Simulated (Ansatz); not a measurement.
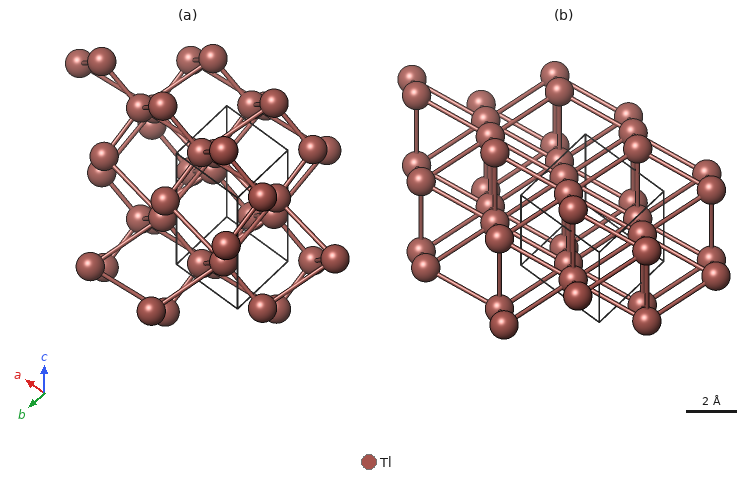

The structure of crystalline Tl (built on the trigonal selenium_152 type) (coarse preliminary run) before (left) and after (right) a relaxation, at one scale.

A ball-and-stick model of the cell of the calculation, repeated 2 × 1 × 1 with one cell outlined, seen from a free direction.

Case: trigonal selenium type (P3_121, No. 152).

These are results of DFT PBE, scalar-relativistic, plane waves, PAW (Ansatz 0.2.0), not measurements. Set-up: plane-wave cutoff 420 eV; k-point mesh 6 × 6 × 4; occupations gaussian; smearing width 0.1 eV; no spin polarisation; cell and atoms relaxed; force threshold 0.04 eV/Å; at most 70 steps.

Question: What changed between the two?

Answer: Over 15 accepted moves (18 points after the start) the energy falls by 1255 meV per atom. The largest force component goes from 6 to under 0.0001 eV/Å. The pressure goes from 18.99 to −0.13 GPa. The line search rejected the trial step at point 10 of the run. At 2 points the geometry stayed and the basis and grid were re-selected for the new cell (energy shift of 12.0 meV per atom at most each time). The largest moves relative to the cell, 0.63 Å, are those of Tl atoms. The drawn cell changes as follows: a = b 4.539 → 5.825 Å (+28.3 %), c 5.150 → 3.247 Å (−36.9 %); the volume changes by +3.8 %. Among the contacts that change: Tl–Tl 5.150 → 3.247 Å, Tl–Tl 2.467 → 3.533 Å, Tl–Tl 3.572 → 3.533 Å. Among the angles between lasting bonds that change: Tl–Tl–Tl 103.1° → 68.9°, Tl–Tl–Tl 78.9° → 111.1°, Tl–Tl–Tl 99.0° → 68.9°. The space group (tolerance 0.01 Å) goes from P3_121 (No. 152) to R-3m (No. 166).
